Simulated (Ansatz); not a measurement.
FeBiO₃: single-point calculation (part 1 of 3)

- system: FeBiO₃ (slab, 30 atoms in the cell)
- method: DFT PBE, scalar-relativistic, plane waves, PAW, spin-polarised (Ansatz 0.2.0)

The structure derives from an entry of the Crystallography Open Database. It belongs to a series of runs on one base structure; here: (1 0 -1) slab cut from the bulk. Figures and captions count atoms from 1; the log counts them from 0 in places.

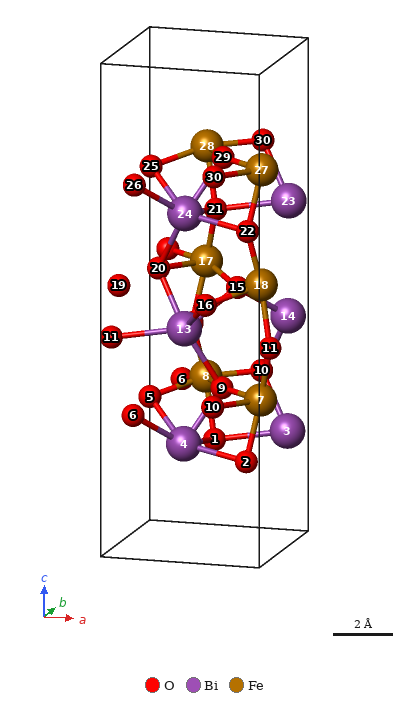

**Figure 1.** The structure as given in the input (ball-and-stick view of the cell of the calculation, with the vacuum cut short, seen slightly off an axis; atoms are numbered from 1 in the order of the input). An atom can appear more than once, as a periodic image.

**The input**
```yaml
crystal:
  lattice:
    - [5.6211040464, 0.0, 0.0]
    - [0.0021823375, 5.6938789306, 0.0]
    - [0.0, 0.0, 25.1876787268]
  atoms:
    - { symbol: O, position: [0.4936107957, 0.7263008067, 0.2977646365] }
    - { symbol: O, position: [0.8488443491, 0.2264204146, 0.2977654316] }
    - { symbol: Bi, position: [0.9213609492, 0.8325546787, 0.3106260342] }
    - { symbol: Bi, position: [0.4212632332, 0.3325827919, 0.3106169074] }
    - { symbol: O, position: [0.1469815974, 0.5296245261, 0.3618295835] }
    - { symbol: O, position: [0.1954255933, 0.0295804161, 0.3618172403] }
    - { symbol: Fe, position: [0.9212730988, 0.2837692565, 0.3813206577], spin: 3.83 }
    - { symbol: Fe, position: [0.4213488274, 0.783747827, 0.3813280111], spin: -3.83 }
    - { symbol: O, position: [0.6231621089, 0.459167053, 0.3848355322] }
    - { symbol: O, position: [0.7193090178, 0.9591407741, 0.3848305708] }
    - { symbol: O, position: [0.9936066137, 0.2390262419, 0.4564645521] }
    - { symbol: O, position: [0.3488401671, 0.7391458498, 0.4564653472] }
    - { symbol: Bi, position: [0.4213567672, 0.3452801139, 0.4693259499] }
    - { symbol: Bi, position: [0.9212590512, 0.8453082271, 0.4693168231] }
    - { symbol: O, position: [0.6954214112, 0.5423058512, 0.5205171559] }
    - { symbol: O, position: [0.6469774154, 0.0423499613, 0.5205294992] }
    - { symbol: Fe, position: [0.4212689168, 0.7964946917, 0.5400205733], spin: 3.83 }
    - { symbol: Fe, position: [0.9213446454, 0.2964732622, 0.5400279267], spin: -3.83 }
    - { symbol: O, position: [0.1231579269, 0.9718924882, 0.5435354479] }
    - { symbol: O, position: [0.2193048358, 0.4718662092, 0.5435304865] }
    - { symbol: O, position: [0.4936024317, 0.751751677, 0.6151644678] }
    - { symbol: O, position: [0.8488359851, 0.251871285, 0.6151652629] }
    - { symbol: Bi, position: [0.9213525852, 0.858005549, 0.6280258655] }
    - { symbol: Bi, position: [0.4212548692, 0.3580336622, 0.6280167387] }
    - { symbol: O, position: [0.1469732334, 0.5550753965, 0.6792294149] }
    - { symbol: O, position: [0.1954172292, 0.0550312864, 0.6792170716] }
    - { symbol: Fe, position: [0.9212647348, 0.3092201269, 0.698720489], spin: 3.83 }
    - { symbol: Fe, position: [0.4213404634, 0.8091986974, 0.6987278424], spin: -3.83 }
    - { symbol: O, position: [0.6231537449, 0.4846179234, 0.7022353635] }
    - { symbol: O, position: [0.7193006538, 0.9845916444, 0.7022304021] }
basis:
  ecutwfc: 420
kpoints:
  mp_grid: { grid: [5, 5, 1] }
hamiltonian:
  xc: pbe
scf:
  occupations: { method: gaussian, width: 0.05 }
output:
  forces: true
  stress: true
  eigenvalues: true
  populations: true
  write_density: true
  write_potential: true
  elf: true
  volumetric_format: npy
magnetization:
  spin_polarized: true
efield:
  axis: 3
  dipole_correction: true
  ramp_width: 0.04
```

Run on 4 threads of Intel Xeon (Sapphire Rapids), 32 GiB of memory available, shared host.

Launched with:
```bash
ansatz run input.yaml --threads 4 --pin off --max-ram 10240MiB --backend cpu --events-out ev --progress --plain --runs-dir out
```

**Log**
```
Engine: ansatz 0.2.0, x86_64-unknown-linux-gnu
Pseudopotentials: kind: paw
Pseudopotential: O, paw, valence charge 6, recommended cutoff 420 eV (normal), O.paw.azcp
Pseudopotential: Bi, paw, valence charge 15, recommended cutoff 420 eV (normal), Bi.paw.azcp
Pseudopotential: Fe, paw, valence charge 16, recommended cutoff 420 eV (normal), Fe.paw.azcp
Functional definition: PBE
  parameter kappa = 0.804
  parameter beta = 0.06672455060314922
  exchange = pbe_x(kappa = kappa, mu = beta*pi^2/3)
  correlation = pbe_c(beta = beta)
Crystal: 30 atoms, lattice volume = 806.154 Å³
Basis set: ecut = 420 eV, 15801 PW (Γ), exchange–correlation on 80×80×360 points (8 copies of the dense FFT grid, shifted against one another)
Bands: 191, of which v1, the nominal top of the filled ones, is band 147 counted from 1 (146 counted from 0)
Symmetry: 1 space group operations
k-points: 13 of 25 (time reversal used)
Non-local potential: O, projectors of the file, l = 0: 2, l = 1: 2, l = 2: 1
Non-local potential: Bi, projectors of the file, l = 0: 2, l = 1: 2, l = 2: 2, l = 3: 2
Non-local potential: Fe, projectors of the file, l = 0: 3, l = 1: 2, l = 2: 3, l = 3: 1
PAW form: soft (Blöchl's): semilocal exchange-correlation on the pseudo side does not see the compensation charge
PAW one-centre angular grid: O, 110 points (default); XC on 64 Gauss nodes
PAW one-centre angular grid: Bi, 590 points (default); XC on 64 Gauss nodes
PAW one-centre angular grid: Fe, 590 points (default); XC on 64 Gauss nodes
Initial density: superposition of atomic densities (neutral atoms: chi_scale 0, normalization atom)
Starting moments: Σ|m| = 22.98 μB on 6 of 30 sites
Initial wavefunctions: pseudopotential atomic-orbital guess
Functional: x = pbe(κ = 0.804, μ = 0.2195149727645171), c = pbe(β = 0.06672455060314922)
SCF iter   1: F=—  HF=-111499.655381 eV  |F-HF|=—  |Δ(HF+E_count)|=         —  Δρ=6.95e-2 (↑6.95e-2 ↓6.95e-2)  dr2=1.39e2  dr2_m=8.06e0  M=0.000 μB ∫|m|=27.424 μB  β_m=0.30  ethr=3.10e-3  p=0.000 e·Å  D=1.64e-6 V/Å  ΔV_dip=-0.00 eV  dr2_dipole=6.83e-3  V_vac-E_F(+/−)=7.31/7.31 eV  ⟨swp⟩=6.0  Hψ=18541  notcnv=0  defer=342
Mixer restart at iter 1: flushing history
efield: sawtooth ramp at fractional position 0.9800 (placed from the atoms, in the widest stretch of the axis that holds none; the zero of the levels goes with the place), width 0.0400; the density the first Hamiltonian is built on has a dipole p = 0.000 e·Å; the dipole correction subtracts the counter field D = 1.64e-6 V/Å, which shifts the + side's vacuum level by -0.00 eV against the − side's; the planar-averaged density in the ramp window peaks in size at 5.7e-6 e/Å³
preconditioner: auto → Resta (q_TF=auto, 2.306 Å⁻¹)  ε∞=2.8  [insulator: Δε(μ)=1.738 eV  Ē_g=15.157 eV  σ=0.050 eV  W_gap=1.00  n_scr=158 (ndim 8)  ℏωp=20.5 eV  f_vac=0.484  D(μ)=0.00/eV (n_scr^D=0)  ε∞_Penn≈2.8  vacuum switching on, ρ_ref=1.7e-2 e/Å³]
spin=Collinear: Resta preconditioning applied to the charge; magnetization (m = ρ↑ − ρ↓) channel mixes plain (no charge-response kernel on spin).
SCF iter   2: F=—  HF=-111466.728306 eV  |F-HF|=—  |Δ(HF+E_count)|=    3.29e1  Δρ=2.19e-2 (↑2.19e-2 ↓2.19e-2)  dr2=1.20e1  dr2_m=1.45e0  M=-0.000 μB ∫|m|=25.385 μB  β_m=0.30  ethr=3.10e-3  p=0.041 e·Å  D=9.28e-3 V/Å  ΔV_dip=-0.23 eV  dr2_dipole=1.34e-3  V_vac-E_F(+/−)=5.94/6.17 eV  ⟨swp⟩=3.0  Hψ=9762  notcnv=0  defer=946  κ⁻¹=1.0e0(r=1)
density mixer auto → broyden: gapped, with many states about μ (density of states about μ 0.66 of a free-electron gas's, 158 screened modes)
SCF iter   3: F=—  HF=-111464.561841 eV  |F-HF|=—  |Δ(HF+E_count)|=    2.17e0  Δρ=1.33e-2 (↑1.33e-2 ↓1.33e-2)  dr2=3.00e0  dr2_m=2.80e-1  M=-0.000 μB ∫|m|=24.952 μB  β_m=0.30  ethr=3.10e-3  p=0.036 e·Å  D=8.18e-3 V/Å  ΔV_dip=-0.21 eV  dr2_dipole=5.76e-3  V_vac-E_F(+/−)=5.09/5.30 eV  ⟨swp⟩=4.0  Hψ=9480  notcnv=0  defer=884  κ⁻¹=2.0e-2(r=2)
SCF iter   4: F=—  HF=-111464.764057 eV  |F-HF|=—  |Δ(HF+E_count)|=   2.02e-1  Δρ=5.91e-3 (↑5.91e-3 ↓5.91e-3)  dr2=7.00e-1  dr2_m=5.05e-2  M=-0.000 μB ∫|m|=25.062 μB  β_m=0.30  ethr=1.02e-3  p=0.001 e·Å  D=2.84e-4 V/Å  ΔV_dip=-0.01 eV  dr2_dipole=4.57e-2  V_vac-E_F(+/−)=4.81/4.82 eV  ⟨swp⟩=2.9  Hψ=8900  notcnv=0  defer=884  κ⁻¹=4.7e-3(r=3)
SCF iter   5: F=—  HF=-111464.813178 eV  |F-HF|=—  |Δ(HF+E_count)|=   4.91e-2  Δρ=3.77e-3 (↑3.77e-3 ↓3.77e-3)  dr2=4.12e-1  dr2_m=4.67e-2  M=-0.001 μB ∫|m|=24.755 μB  β_m=0.30  ethr=2.38e-4  p=0.084 e·Å  D=1.88e-2 V/Å  ΔV_dip=-0.47 eV  dr2_dipole=1.52e-1  V_vac-E_F(+/−)=4.40/4.87 eV  ⟨swp⟩=2.0  Hψ=5788  notcnv=0  defer=902  κ⁻¹=3.4e-3(r=4)
SCF iter   6: F=—  HF=-111464.864502 eV  |F-HF|=—  |Δ(HF+E_count)|=   5.13e-2  Δρ=2.21e-3 (↑2.21e-3 ↓2.21e-3)  dr2=6.29e-2  dr2_m=2.51e-2  M=-0.000 μB ∫|m|=24.927 μB  β_m=0.30  ethr=1.40e-4  p=0.032 e·Å  D=7.28e-3 V/Å  ΔV_dip=-0.18 eV  dr2_dipole=1.25e-2  V_vac-E_F(+/−)=4.47/4.66 eV  ⟨swp⟩=2.0  Hψ=5348  notcnv=0  defer=902  κ⁻¹=2.6e-4(r=5)
SCF iter   7: F=—  HF=-111464.871548 eV  |F-HF|=—  |Δ(HF+E_count)|=         —  Δρ=1.37e-3 (↑1.37e-3 ↓1.37e-3)  dr2=2.25e-2  dr2_m=7.70e-3  M=-0.000 μB ∫|m|=24.990 μB  β_m=0.30  ethr=2.14e-5  p=0.053 e·Å  D=1.18e-2 V/Å  ΔV_dip=-0.30 eV  dr2_dipole=6.87e-4  V_vac-E_F(+/−)=4.41/4.71 eV  ⟨swp⟩=2.0  Hψ=7438  notcnv=0  defer=884  κ⁻¹=2.6e-4(r=5)
SCF iter   8: F=—  HF=-111464.867823 eV  |F-HF|=—  |Δ(HF+E_count)|=   3.72e-3  Δρ=9.49e-4 (↑9.49e-4 ↓9.49e-4)  dr2=7.27e-3  dr2_m=4.56e-3  M=-0.000 μB ∫|m|=24.973 μB  β_m=0.30  ethr=7.66e-6  p=0.062 e·Å  D=1.39e-2 V/Å  ΔV_dip=-0.35 eV  dr2_dipole=8.46e-5  V_vac-E_F(+/−)=4.35/4.70 eV  ⟨swp⟩=2.1  Hψ=7072  notcnv=0  defer=884  κ⁻¹=3.4e-5(r=6)
SCF iter   9: F=—  HF=-111464.872407 eV  |F-HF|=—  |Δ(HF+E_count)|=   4.58e-3  Δρ=3.82e-4 (↑3.82e-4 ↓3.82e-4)  dr2=3.08e-3  dr2_m=5.61e-4  M=-0.000 μB ∫|m|=24.967 μB  β_m=0.30  ethr=2.47e-6  p=0.068 e·Å  D=1.54e-2 V/Å  ΔV_dip=-0.39 eV  dr2_dipole=2.72e-4  V_vac-E_F(+/−)=4.28/4.67 eV  ⟨swp⟩=2.0  Hψ=7682  notcnv=0  defer=884  κ⁻¹=3.1e-6(r=7)
SCF iter  10: F=—  HF=-111464.874009 eV  |F-HF|=—  |Δ(HF+E_count)|=   1.60e-3  Δρ=1.46e-4 (↑1.46e-4 ↓1.46e-4)  dr2=4.08e-4  dr2_m=8.11e-5  M=-0.000 μB ∫|m|=24.974 μB  β_m=0.30  ethr=1.05e-6  p=0.068 e·Å  D=1.52e-2 V/Å  ΔV_dip=-0.38 eV  dr2_dipole=8.28e-6  V_vac-E_F(+/−)=4.27/4.66 eV  ⟨swp⟩=2.0  Hψ=6962  notcnv=0  defer=884  κ⁻¹=2.4e-6(r=8)
SCF iter  11: F=—  HF=-111464.874081 eV  |F-HF|=—  |Δ(HF+E_count)|=   7.24e-5  Δρ=7.06e-5 (↑7.06e-5 ↓7.06e-5)  dr2=8.27e-5  dr2_m=1.44e-5  M=-0.000 μB ∫|m|=24.977 μB  β_m=0.30  ethr=1.39e-7  p=0.069 e·Å  D=1.54e-2 V/Å  ΔV_dip=-0.39 eV  dr2_dipole=8.80e-8  V_vac-E_F(+/−)=4.26/4.65 eV  ⟨swp⟩=2.0  Hψ=7000  notcnv=0  defer=884  κ⁻¹=6.2e-6(r=8)
SCF iter  12: F=—  HF=-111464.874165 eV  |F-HF|=—  |Δ(HF+E_count)|=   8.39e-5  Δρ=3.97e-5 (↑3.97e-5 ↓3.97e-5)  dr2=2.40e-5  dr2_m=6.41e-6  M=-0.000 μB ∫|m|=24.980 μB  β_m=0.30  ethr=2.81e-8  p=0.069 e·Å  D=1.55e-2 V/Å  ΔV_dip=-0.39 eV  dr2_dipole=2.49e-7  V_vac-E_F(+/−)=4.26/4.65 eV  ⟨swp⟩=2.0  Hψ=6964  notcnv=0  defer=884  κ⁻¹=7.0e-6(r=8)
SCF iter  13: F=—  HF=-111464.874186 eV  |F-HF|=—  |Δ(HF+E_count)|=   2.15e-5  Δρ=2.08e-5 (↑2.08e-5 ↓2.08e-5)  dr2=4.26e-6  dr2_m=1.90e-6  M=-0.000 μB ∫|m|=24.981 μB  β_m=0.30  ethr=8.18e-9  p=0.069 e·Å  D=1.55e-2 V/Å  ΔV_dip=-0.39 eV  dr2_dipole=2.44e-8  V_vac-E_F(+/−)=4.26/4.65 eV  ⟨swp⟩=2.0  Hψ=6890  notcnv=0  defer=884  κ⁻¹=1.7e-6(r=8)
SCF iter  14: F=—  HF=-111464.874190 eV  |F-HF|=—  |Δ(HF+E_count)|=   3.54e-6  Δρ=1.03e-5 (↑1.03e-5 ↓1.03e-5)  dr2=1.13e-6  dr2_m=3.75e-7  M=-0.000 μB ∫|m|=24.982 μB  β_m=0.35  ethr=1.45e-9  p=0.069 e·Å  D=1.55e-2 V/Å  ΔV_dip=-0.39 eV  dr2_dipole=1.35e-7  V_vac-E_F(+/−)=4.26/4.65 eV  ⟨swp⟩=2.0  Hψ=7384  notcnv=0  defer=884  κ⁻¹=3.7e-7(r=8)
SCF iter  15: F=—  HF=-111464.874191 eV  |F-HF|=—  |Δ(HF+E_count)|=   1.35e-6  Δρ=3.73e-6 (↑3.73e-6 ↓3.73e-6)  dr2=2.21e-7  dr2_m=4.11e-8  M=-0.000 μB ∫|m|=24.982 μB  β_m=0.63  ethr=3.83e-10  p=0.069 e·Å  D=1.55e-2 V/Å  ΔV_dip=-0.39 eV  dr2_dipole=2.81e-8  V_vac-E_F(+/−)=4.26/4.65 eV  ⟨swp⟩=2.0  Hψ=7266  notcnv=0  defer=884  κ⁻¹=5.8e-6(r=8)
SCF iter  16: F=—  HF=-111464.874191 eV  |F-HF|=—  |Δ(HF+E_count)|=   1.45e-7  Δρ=1.92e-6 (↑1.92e-6 ↓1.92e-6)  dr2=5.20e-8  dr2_m=8.03e-9  M=-0.000 μB ∫|m|=24.982 μB  β_m=1.00  ethr=7.53e-11  p=0.069 e·Å  D=1.55e-2 V/Å  ΔV_dip=-0.39 eV  dr2_dipole=3.06e-13  V_vac-E_F(+/−)=4.26/4.65 eV  ⟨swp⟩=2.0  Hψ=7277  notcnv=0  defer=884  κ⁻¹=5.7e-6(r=8)
SCF iter  17: F=-111464.874191 eV  HF=-111464.874191 eV  |F-HF|=1.22e-8  |Δ(HF+E_count)|=   4.69e-8  Δρ=1.34e-6 (↑1.34e-6 ↓1.33e-6)  dr2=3.75e-8  dr2_m=2.25e-9  M=-0.000 μB ∫|m|=24.982 μB  ethr=1.77e-11  p=0.069 e·Å  D=1.55e-2 V/Å  ΔV_dip=-0.39 eV  dr2_dipole=1.03e-9  V_vac-E_F(+/−)=4.26/4.65 eV  ⟨swp⟩=20.7  Hψ=44362  notcnv=0
SCF 1 converged in 17 iterations: F = -111464.874191 eV  dr2 = 3.75e-8
  greatest PAW one-centre occupation: 1.003 electrons in one spin orbital (limit 2), on the Fe atom at site 26 (counted from 0), in its partial waves of l = 1
```

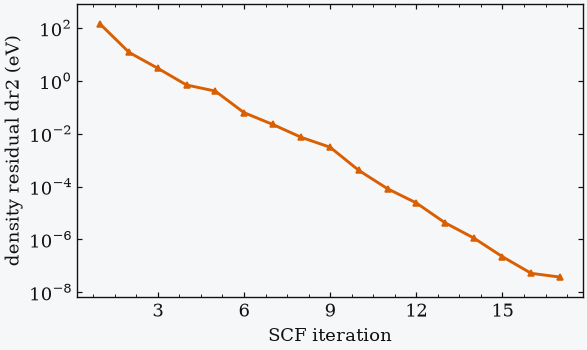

**Figure 2.** Convergence of the self-consistent field: density residual dr2 against the SCF iteration. The residual falls at every step.
